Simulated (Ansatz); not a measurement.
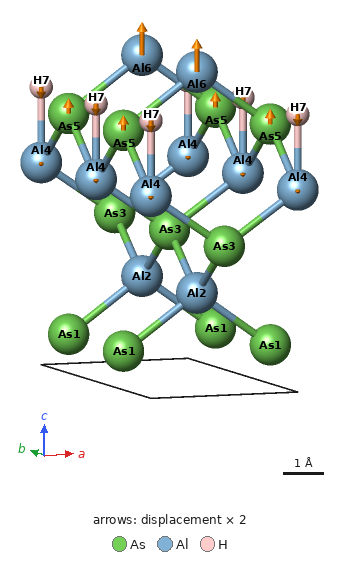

A constrained relaxation of a slab of composition Al₃As₃H (cut from the F-43m phase). The starting structure is drawn; orange arrows show the displacements, 2 times their true length.

Style: ball-and-stick. Shown: the 1 × 2 repeat of the cell, outlined in the plane, without the vacuum, slightly off an axis.

Case: H put at a hollow Al-Al site. The slab is the (1 0 0) face of AlAs with H on it. 3 atoms are held fixed.

These are results of Ansatz, DFT PBEsol, scalar-relativistic, plane waves, PAW, not measurements. Settings: plane-wave cutoff 420 eV; k-point mesh 7 × 7 × 1; occupations gaussian; smearing width 0.05 eV; collinear spin; dipole correction; atoms relaxed in a fixed cell; force threshold 0.03 eV/Å; at most 70 steps.

### Which element moves most?

Aluminium: up to 0.43 Å, against 0.20 Å for arsenic.

### Describe the change and its energy.

After 5 geometry steps the energy has fallen by 0.225 eV per cell of the calculation. Largest force component: 0.58 eV/Å at the start, 0.0072 eV/Å at the end. Al6 moves most: 0.43 Å along the normal (+c). Largest moves by element: Al 0.43 Å, As 0.20 Å, H 0.16 Å. The lattice vectors keep their values. Near-neighbour distances that change, for instance: Al4–As5 2.492 → 2.650 Å, As5–Al6 2.461 → 2.600 Å, Al4–H7 1.943 → 1.839 Å, As3–Al4 2.431 → 2.401 Å. Bond angles that change, for instance: Al4–As5–Al4 107.2° → 98.4°, As5–Al4–As5 107.2° → 98.4°, Al6–As5–Al6 109.2° → 101.0°.

Limits of the set-up: the periodic images lie only 4.0 Å apart, so the values are limited by the cell's size.
